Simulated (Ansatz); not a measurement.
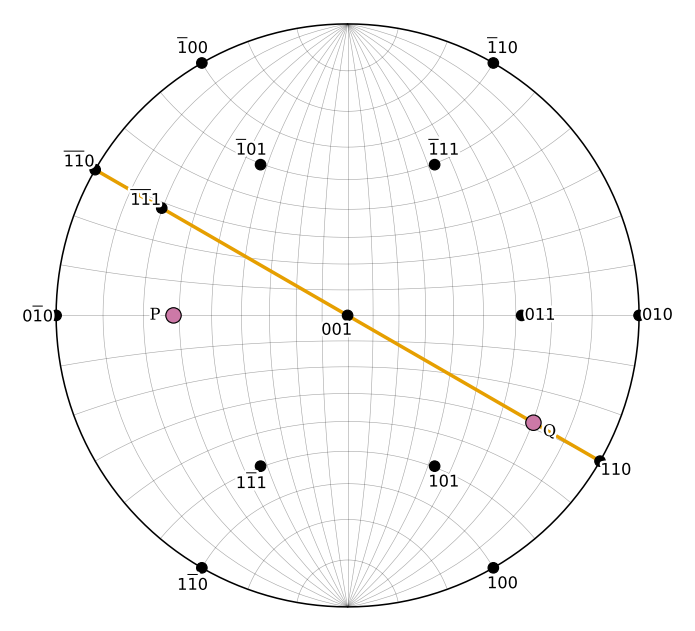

For PtSe2, the geometry relaxed (final pressure about 4.9 GPa) with DFT PBEsol, scalar-relativistic, plane waves, PAW in Ansatz 0.2.0: stereographic projection of plane normals (upper hemisphere) centred on (0 0 1). Symmetry computed with spglib at a tolerance of 0.002 Å; standard conventional cell.

a = 3.571 Å, b = 3.571 Å, c = 5.742 Å, α = 90.00°, β = 90.00°, γ = 120.00°.

Q: Index the poles marked P, Q.

A: P is (0 −1 1), in four indices (0 −1 1 1), 61.7° from the centre; Q is (1 1 1), in four indices (1 1 −2 1), 72.7° from the centre.

Q: Which zone does the coloured great circle trace?

A: The zone [1 −1 0]: its poles satisfy h − k = 0.

Q: What is the angle between the normals of (0 −1 0) and (1 −1 0), and what are their d_hkl = 1/|g|?

A: 60.0°; d = 3.093 Å and 3.093 Å.
